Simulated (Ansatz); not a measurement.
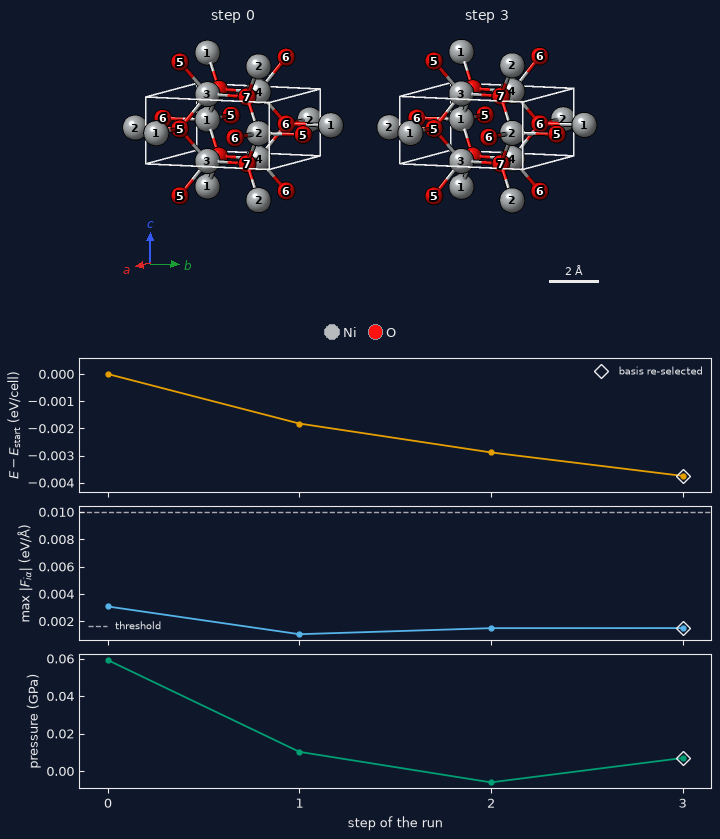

First and last geometry of a relaxation of a crystal of NiO (a generated structure, set up in P4_2/mnm), with the history of the run. The picture is a ball-and-stick view of the cell of the calculation, seen slightly off an axis.

Case: Zn → Ni on all its sites, cell and atoms relaxed.

Computed with Ansatz 0.2.0, DFT PBEsol, scalar-relativistic, plane waves, PAW.

Input file:
```yaml
crystal:
  lattice:
    - [5.5517791848, 0.0, 0.0]
    - [0.0, 5.5517791848, 0.0]
    - [0.0, 0.0, 2.7968647787]
  atoms:
    - { symbol: Ni, position: [0.146213068, 0.146213068, 0.5] }
    - { symbol: Ni, position: [0.853786932, 0.853786932, 0.5] }
    - { symbol: Ni, position: [0.646213068, 0.353786932, 0.0] }
    - { symbol: Ni, position: [0.353786932, 0.646213068, 0.0] }
    - { symbol: O, position: [0.8044912604, 0.1955087396, 0.5] }
    - { symbol: O, position: [0.1955087396, 0.8044912604, 0.5] }
    - { symbol: O, position: [0.6955087396, 0.6955087396, 0.0] }
    - { symbol: O, position: [0.3044912604, 0.3044912604, 0.0] }
basis:
  ecutwfc: 420
kpoints:
  mp_grid: { grid: [6, 6, 12] }
hamiltonian:
  xc: pbesol
scf:
  occupations: { method: gaussian, width: 0.1 }
output:
  forces: true
  stress: true
  eigenvalues: true
relax:
  adjacent_minimum: "off"
  f_tol: 0.01
  max_steps: 60
  cell: { stress_tol: 0.1 }
```

Run as
```bash
ansatz run input.yaml --threads 2 --pin off --max-ram 5120MiB --backend cpu --events-out ev --progress --plain --runs-dir out
```

Question: Did the run converge, and what did it change?

Answer: It converged. The energy falls by 3.7 meV per cell of the calculation in 2 accepted moves (3 points after the start). Largest force component: 0.0031 eV/Å at the start, 0.0015 eV/Å at the end. The pressure goes from 0.06 to 0.01 GPa. The SCF was repeated once at an unchanged geometry on a basis and grid sized afresh for the cell, which shifted the energy by 0.9 meV per cell of the calculation at most. The largest moves relative to the cell, 0.004 Å, are those of 8 atoms (Ni1, Ni2, Ni3, Ni4 and others). Ni3 goes along [1 −1 0]. Largest moves by element: Ni 0.004 Å, O 0.004 Å. Cell: a = b 5.552 → 5.531 Å (−0.4 %), c 2.797 → 2.822 Å (+0.9 %). Volume +0.1 %. The space group stays P4_2/mnm (No. 136).
